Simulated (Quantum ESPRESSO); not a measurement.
# Energy of CeO$_{2}$ along an even scaling of the cell

System: CeO$_{2}$ (Fm-3m, 3 atoms in the cell).
Method: Kohn-Sham DFT of a periodic cell, PBE with D3(BJ), SSSP 1.3 efficiency PBE, spin-polarised (Quantum ESPRESSO 7.5).

The 7 runs differ only in the geometry, by an even scaling of the cell at fixed fractional positions. The structure derives from an entry of the Crystallography Open Database.

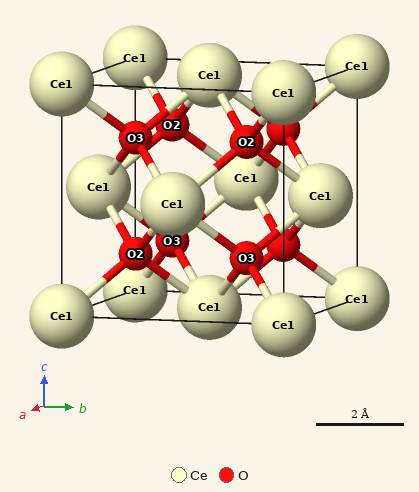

Figure 1. The structure of run 4 (ball-and-stick view of the cell 4 times as large as that of the calculation, set on its symmetry axes, seen slightly off an axis; atoms are numbered from 1 in the order of the input).

## Input of run 4
```
&CONTROL
  calculation = 'scf'
  prefix = 'pwscf'
  outdir = './tmp'
  pseudo_dir = './pseudo'
  tprnfor = .true.
  tstress = .true.
  disk_io = 'nowf'
/
&SYSTEM
  ibrav = 0
  nat = 3
  ntyp = 2
  ecutwfc = 55
  ecutrho = 440
  nbnd = 22
  occupations = 'smearing'
  smearing = 'fd'
  degauss = 0.00367493
  nspin = 2
  starting_magnetization(1) = 0.0833
  starting_magnetization(2) = 0
  vdw_corr = 'grimme-d3'
  dftd3_version = 4
/
&ELECTRONS
  conv_thr = 6d-10
  electron_maxstep = 120
  mixing_beta = 0.3
/
ATOMIC_SPECIES
Ce   140.1160 Ce.paw.z_12.atompaw.wentzcovitch.v1.2.upf
O     15.9990 O.pbe-n-kjpaw_psl.0.1.UPF
CELL_PARAMETERS angstrom
   0.0000000000    2.7036500000    2.7036500000
   2.7036500000    0.0000000000    2.7036500000
   2.7036500000    2.7036500000    0.0000000000
ATOMIC_POSITIONS crystal
Ce     0.0000000000    0.0000000000    0.0000000000
O      0.7500000000    0.7500000000    0.7500000000
O      0.2500000000    0.2500000000    0.2500000000
K_POINTS automatic
9 9 9 0 0 0
```

Command:
```bash
OMP_NUM_THREADS=1 pw.x -in pw.in > pw.out
```

Lattice vectors (Å) and fractional positions of run 4:
```
   0.000000    2.703650    2.703650
   2.703650    0.000000    2.703650
   2.703650    2.703650    0.000000
Ce  0.000000  0.000000  0.000000
O   0.750000  0.750000  0.750000
O   0.250000  0.250000  0.250000
```

Run 2 differs from it as follows:
```diff
-   0.0000000000    2.7036500000    2.7036500000
-   2.7036500000    0.0000000000    2.7036500000
-   2.7036500000    2.7036500000    0.0000000000
+   0.0000000000    2.6671097099    2.6671097099
+   2.6671097099    0.0000000000    2.6671097099
+   2.6671097099    2.6671097099    0.0000000000
```

## Results, with one run withheld

```tsv
run	volume per atom (Å³)	free energy per atom, from the lowest run given (meV)	pressure (GPa)	gap on the mesh (eV)
1	12.385	54.82	17.61	2.20
2	12.648	?	?	?
3	12.912	12.94	7.84	2.08
4	13.175	3.22	3.69	2.02
5	13.439	0.00	−0.04	1.96
6	13.702	2.61	−3.39	1.90
7	13.966	10.44	−6.40	1.84
```

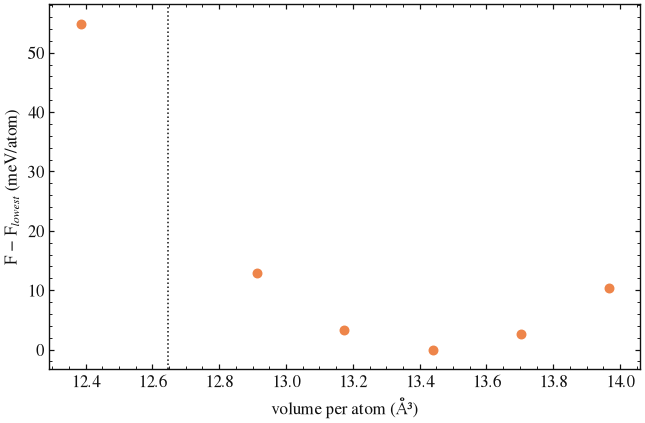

Figure 2. Free energy per atom of the runs given; the dotted line marks run 2.

What should run 2 give?

A cubic polynomial in V^(−2/3) (the Birch–Murnaghan form), fitted to the 6 runs given, misses them by at most 0.02 meV per atom. With x = V^(−2/3) − 0.17863 Å⁻², it reads F = 1.764 + 1962.9 x + 5.4707e+05 x² + 6.9939e+05 x³ (meV per atom). At run 2 it gives 29.89 meV per atom, and the run itself gives 29.86. The slope of the fit gives a pressure −dF/dV of 12.66 GPa there, and the run prints 12.46 GPa. The two needn't agree exactly: the fit is approximate, and the printed stress is taken on a finite basis. The fit has its minimum at 13.448 Å³ per atom, where V d²F/dV² gives 180 GPa: the bulk modulus at this level, since symmetry fixes the shape and the positions. The gap on the mesh goes, without turning, from 2.20 eV in run 1 to 1.84 eV in run 7; run 2 has 2.14 eV. These are gaps of this functional on this mesh, which can miss the band edges; they aren't the measured gap.

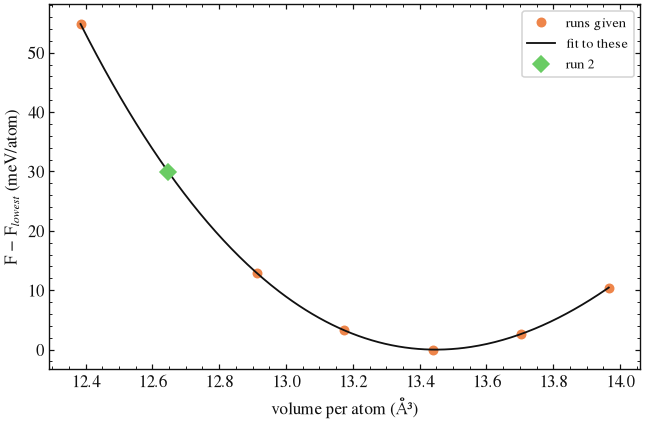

Figure 3. The fit and the withheld run.

## Some lines of the output (run 2)
```
[...]
     total energy              =    -565.88354362 Ry
     total energy              =    -565.88399237 Ry
     total energy              =    -565.88329972 Ry
     total energy              =    -565.88351443 Ry
     total energy              =    -565.88353865 Ry
     total energy              =    -565.88354361 Ry
     total energy              =    -565.88353990 Ry
     total energy              =    -565.88354050 Ry
     total energy              =    -565.88354077 Ry
     the Fermi energy is    12.7012 ev
!    total energy              =    -565.88354077 Ry
     The total energy is F=E-TS. E is the sum of the following terms:
     Computing stress (Cartesian axis) and pressure
          total   stress  (Ry/bohr**3)                   (kbar)     P=      124.62
```

Notes: Semilocal DFT without U tends to delocalise the f electrons of such compounds and to underestimate the gap.
